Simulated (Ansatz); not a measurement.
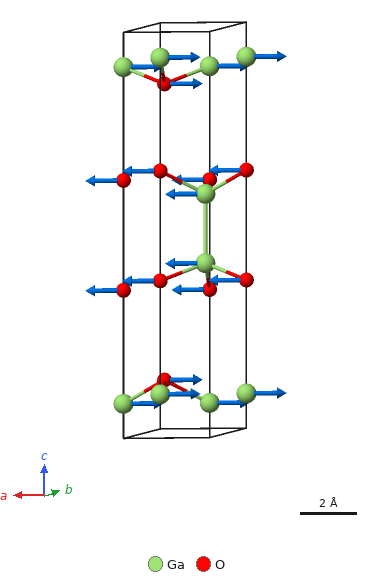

Lattice vibrations of solid GaO (a generated structure), space group P-6m2 (No. 187), at the zone centre. The optical levels lie at 11 (×2), 14, 75 (×2), 75 (×2), 196, 197, 417, 452 (×8), 477, 489, 490 cm⁻¹. One mode is drawn. The blue arrows give the relative displacements of the atoms. Style: ball-and-stick. Shown: the cell of the calculation, from a free direction.

Theory: DFT PBE, scalar-relativistic, plane waves, PAW in Ansatz 0.2.0. Settings: plane-wave cutoff 420 eV; k-point mesh 12 × 12 × 2; occupations fixed; no spin polarisation.

Frequencies are those without the non-analytic (LO–TO) term.

Question: To which level does it belong?

Answer: The level at 11 cm⁻¹. This is the E′ mode (doubly degenerate; one member of the set is drawn), the lowest optical level, infrared- and Raman-active by symmetry. Whole layers move rigidly against one another; the kinetic energy is shared as Ga 81 %, O 19 %. The frequency is so near zero that its sign isn't certain.

Limits of the set-up: layers or molecules are held without a dispersion correction, so their spacing is unreliable.
